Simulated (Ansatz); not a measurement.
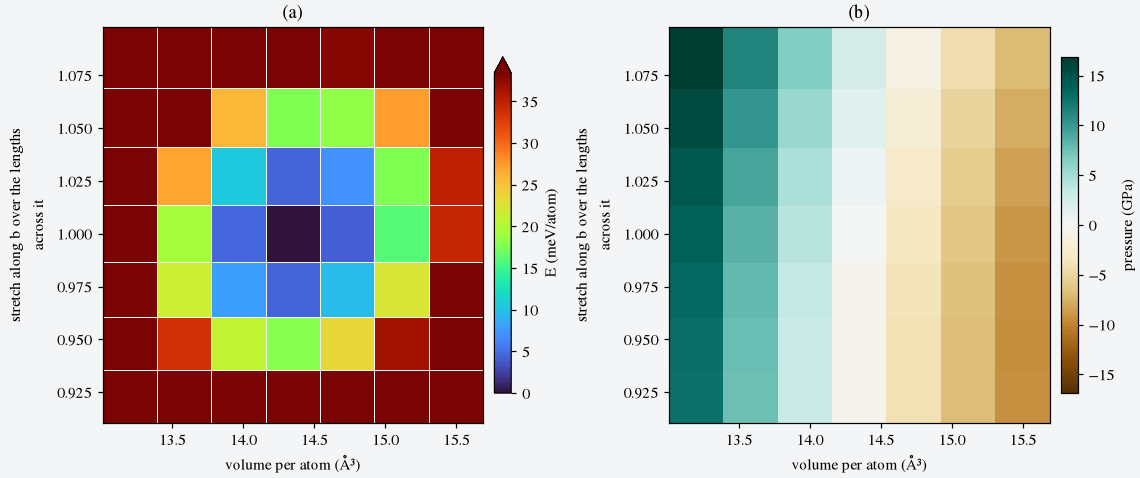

TiSi₂ (Cmcm, No. 63; 6 atoms in the cell). The energy is mapped over volume and the cell's shape. The first coordinate is: volume per atom; the second: stretch along b over the lengths across it, relative to the relaxed cell. Nothing is relaxed (fractional coordinates fixed). The grid has 7 × 7 points. Points are written as (first, second). Energies: meV/atom, counted from the lowest grid point. Method: DFT PBE, scalar-relativistic, plane waves, PAW in Ansatz. Settings: cutoff 520 eV, k-mesh 12×12×12, gaussian smearing 0.15 eV, no spin polarisation.

Panel (a) is the energy and panel (b) the computed pressure on the same grid.

Drawn: one coloured cell a grid point, one colour for all values above the top of the scale.

Question: How does the pressure vary over the map, and what is it at the lowest grid point?

Answer: It runs from −9.4 GPa at (15.496 Å³, 0.948) to 16.9 GPa at (13.200 Å³, 1.083). At the lowest grid point, (14.348 Å³, 1.000), it is 0.0 GPa. The pressure is minus the slope of the energy with volume, so it vanishes at the true minimum, which need not be a grid point.

```tsv
second ↓, first →	13.200	13.583	13.965	14.348	14.730	15.113	15.496
1.083	16.9	11.4	6.6	2.5	−1.1	−4.3	−7.1
1.055	15.6	10.2	5.5	1.5	−2.1	−5.2	−7.9
1.027	14.6	9.2	4.6	0.6	−2.9	−5.9	−8.5
1.000	13.8	8.5	4.0	0.0	−3.4	−6.4	−9.0
0.974	13.2	8.0	3.5	−0.4	−3.8	−6.7	−9.3
0.948	12.9	7.7	3.2	−0.6	−4.0	−6.9	−9.4
0.923	12.8	7.6	3.2	−0.7	−4.0	−6.9	−9.4
```

PAW datasets: the set soft_1.
